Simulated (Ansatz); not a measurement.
Input file:

```
crystal:
  lattice:
    - [0.0, 2.9429534649, 2.9429534649]
    - [2.9429534649, 0.0, 2.9429534649]
    - [2.9429534649, 2.9429534649, 0.0]
  atoms:
    - { symbol: Cd, position: [0.0, 0.0, 0.0] }
    - { symbol: S, position: [0.25, 0.25, 0.25] }
basis:
  ecutwfc: 420
kpoints:
  mp_grid: { grid: [8, 8, 8] }
hamiltonian:
  xc: pbe
scf:
  occupations: { method: gaussian, width: 0.02 }
output:
  forces: true
  stress: true
  eigenvalues: true
  write_density: true
  write_potential: true
  elf: true
  volumetric_format: npy
relax:
  adjacent_minimum: "off"
  f_tol: 0.01
  max_steps: 80
  cell: { stress_tol: 0.05 }
```

Launched as:

```sh
ansatz run input.yaml --threads 1 --pin off --max-ram 2560MiB --backend cpu --events-out ev --progress --plain --runs-dir out
```

Below, planes, directions and counts refer to the conventional cell (a = 5.93 Å, b = 5.93 Å, c = 5.93 Å, α = 90.00°, β = 90.00°, γ = 90.00°).

The fields are those of the relaxed geometry.

Space group F-43m; a structure from a database of computed crystals, not necessarily the ambient phase; started from the database_216 prototype, which need not be the ambient phase.

Theory: Ansatz 0.2.0, DFT PBE, scalar-relativistic, plane waves, PAW.

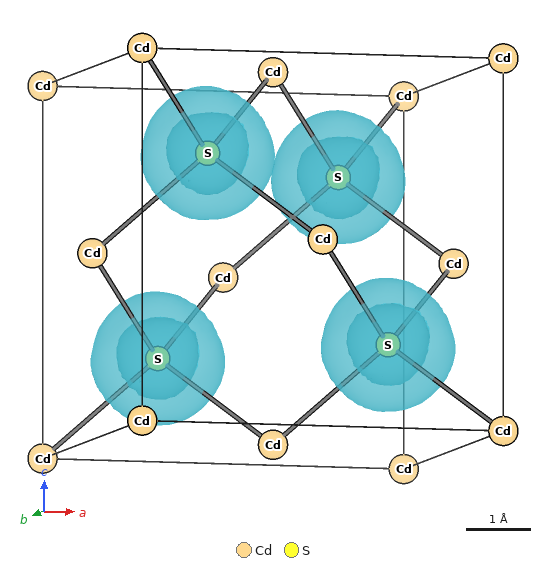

CdS. Isosurface of the electron localisation function at 0.8 (cyan), seen at an oblique angle. Only the valence region is drawn (cores and ρ < 0.01 e/Å³ removed). Sticks mark near contacts.

In a PAW calculation such maps are meaningful between the atoms, not at the nuclei.

Question: Describe the localisation domains.

Answer: At this value the surface marks out four regions wrapped around S (the valence shell of each), counted in one cell of 8 atoms. Any copies at cell faces, edges or corners count once.

Values along the shortest contacts:
Cd–S (2.57 Å): the ELF peaks at about 0.90 in the valence shell of S, 0.8 Å from its nucleus, and is about 0.35 at the midpoint.
